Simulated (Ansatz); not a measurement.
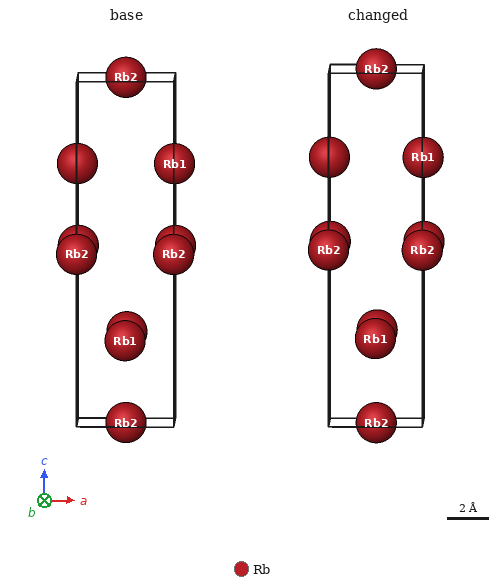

Left: a symmetric starting cell of Rb. Right: the same structure after one change, at the same scale. A spheres-only model of the conventional cell (2 times the calculation's cell), seen from a free direction. Lengths and directions refer to the drawn axes.

Computed with DFT PBE, scalar-relativistic, plane waves, PAW in Ansatz. Set-up: plane-wave cutoff 420 eV; k-point mesh 12 × 12 × 12; occupations gaussian; smearing width 0.1 eV; no spin polarisation.

Question: Which change leads from the left to the right?

Answer: The cell is strained by +2.5 % along c and −3.5 % across it (volume −4.6 %), the atoms keeping their fractional coordinates. No relaxation follows. The starting cell wasn't computed here and needn't be at equilibrium, so pressure and forces aren't due to the change alone.

Question: What does the change do?

Answer: Some distances before and after: Rb–Rb 4.758 → 4.591 Å, Rb–Rb 4.866 → 4.919 Å. The space group stays I4_1/amd (No. 141). The pressure is 0.1 GPa (not all of it need come from the change, since the unchanged cell can be under pressure at this level too). The principal stresses (compression positive) are 0.0 GPa along c and 0.2 GPa across it. All forces vanish by symmetry.
